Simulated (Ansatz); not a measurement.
CrO$_{2}$

```xyz
6
Lattice="4.5302 0.0000 0.0000 0.0000 4.5302 0.0000 0.0000 0.0000 3.0346" Properties=species:S:1:pos:R:3 pbc="T T T"
Cr    2.2651    0.0000    2.3110
Cr    0.0000    2.2651    0.7236
O     3.6164    3.1789    2.2650
O     0.9138    1.3513    2.2650
O     1.3513    3.6164    0.7696
O     3.1789    0.9138    0.7696
```

Space group P-42₁m; a structure from a database of computed crystals, not necessarily the ambient phase; not relaxed (largest force 0.6 eV/Å); computed pressure about −16 GPa in this cell; spin-polarised.

These are results of Kohn-Sham DFT of a periodic cell, PBE, Ansatz PAW in Ansatz 0.2.0, not measurements.

The density is the valence pseudo-density of a PAW calculation; it isn't the true density close to the nuclei.

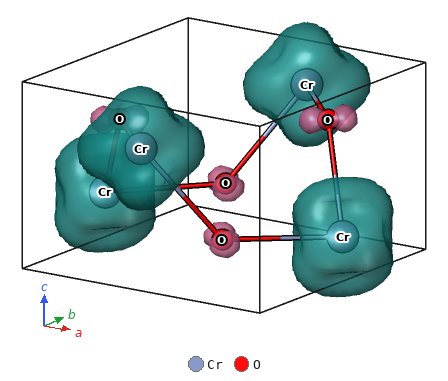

Figure 1. Isosurfaces of the spin density (up minus down) at +0.15 (teal) and −0.15 e/Å³ (pink), seen at an oblique angle. Sticks mark near contacts.

Q: Where is the spin, and how is it ordered?

A: The spin density sits on Cr: +1.8 μB (×2) in one cell of 6 atoms, with smaller moments on O (up to −0.10 μB): parallel main moments (a ferromagnetic arrangement) in this solution. The cell of the calculation (6 atoms) carries 4.0 μB of net spin moment.

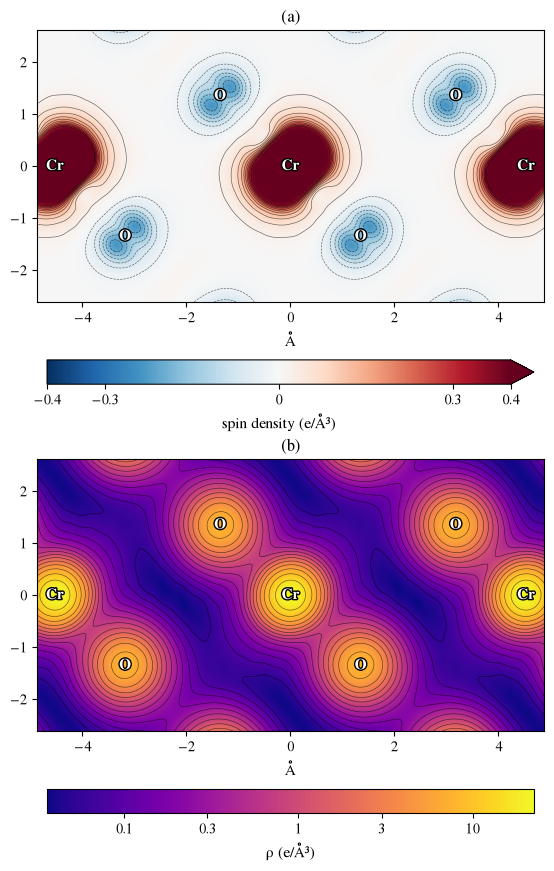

Figure 2. (a) magnetisation density (up minus down); (b) valence pseudo-density on the (001) plane of the conventional cell.

Q: Interpret the plot.

A: Atoms in the plane: Cr and O.
Cr–O (1.91 Å): ρ is about 0.75 e/Å³ halfway.
Between the atoms the lowest density in this plane is 0.04 e/Å³.

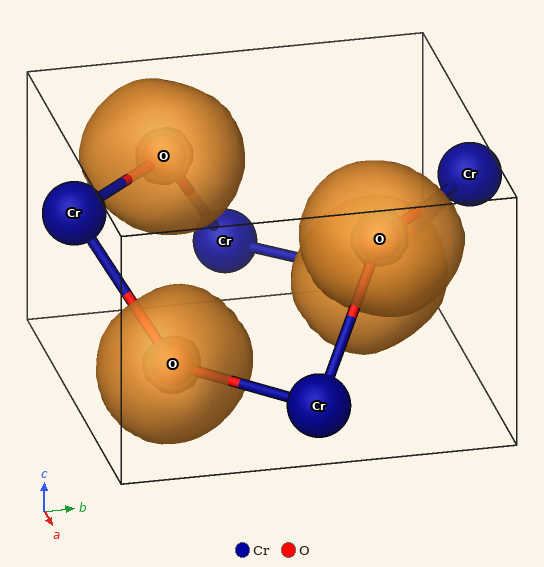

Figure 3. Isosurface of the ELF at 0.65 (orange), seen at an oblique angle. Core shells and regions of very low density are left out. Sticks mark near contacts.

Q: Describe the localisation domains.

A: The surface consists of four regions wrapped around O (the valence shell of each), counted in one cell of 6 atoms. Any copies at cell faces, edges or corners count once. Along the contacts the grid gives the following. Cr–O (1.91 Å): the ELF peaks at about 0.85 in the valence shell of O, 0.6 Å from its nucleus, and is about 0.20 at the midpoint: no localised pair shows between them. Cr–O (1.97 Å): the ELF peaks at about 0.85 in the valence shell of O, 0.6 Å from its nucleus, and is about 0.20 at the midpoint: no shared electron pair shows on this line.

Q: Metal or insulator at this level of theory?

A: It is gapless in this calculation (a metal or semimetal); semilocal functionals without U, or without the true magnetic order, often close the gap of such compounds.
